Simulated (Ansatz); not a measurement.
Consider C.

Input file:

```
crystal:
  lattice:
    - [-2.2648416726, 2.2648416726, 1.3081487397]
    - [2.2648416726, -2.2648416726, 1.3081487397]
    - [2.2648416726, 2.2648416726, -1.3081487397]
  atoms:
    - { symbol: C, position: [0.75, 0.25, 0.5] }
    - { symbol: C, position: [0.25, 0.75, 0.5] }
    - { symbol: C, position: [0.5, 0.5, 0.0] }
basis:
  ecutwfc: 420
kpoints:
  mp_grid: { grid: [20, 20, 20] }
hamiltonian:
  xc: pbe
scf:
  occupations: { method: gaussian, width: 0.1 }
output:
  forces: true
  stress: true
  eigenvalues: true
  write_density: true
  write_potential: true
  elf: true
  volumetric_format: npy
relax:
  adjacent_minimum: "off"
  f_tol: 0.01
  max_steps: 80
  cell: { stress_tol: 0.05 }
```

Launched as:

```sh
ansatz run input.yaml --threads 1 --pin off --max-ram 2560MiB --backend cpu --events-out ev --progress --plain --runs-dir out
```

Below, planes, directions and counts refer to the conventional cell (a = 4.68 Å, b = 4.68 Å, c = 2.60 Å, α = 90.00°, β = 90.00°, γ = 90.00°).

The fields are those of the run's last geometry, not of the input's.

Space group I4/mmm; a structure generated by program, which may or may not match a known phase.

Level of theory: DFT PBE, scalar-relativistic, plane waves, PAW (Ansatz 0.2.0).

**Predict the valence pseudo-density and electron localisation function between the atoms.**

C–C (1.30 Å): ρ is about 2.4 e/Å³ halfway; the ELF peaks at about 0.90 between the atoms.

**Does the calculation make it a metal, or give it a gap?**

It is gapless in this calculation (a metal or semimetal).

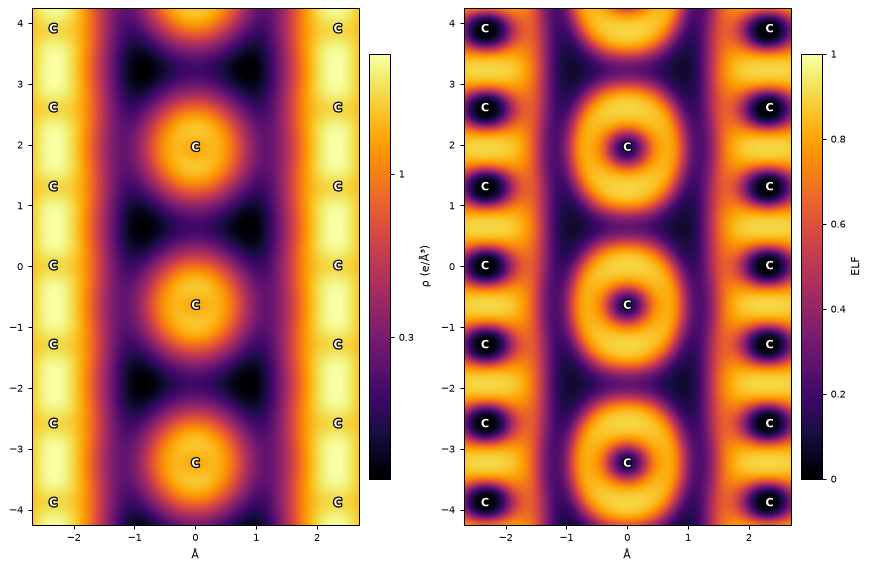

Computed valence pseudo-density and electron localisation function on the (100) plane of the conventional cell, in this order. 

The density is the valence pseudo-density of a PAW calculation; it isn't the true density close to the nuclei.
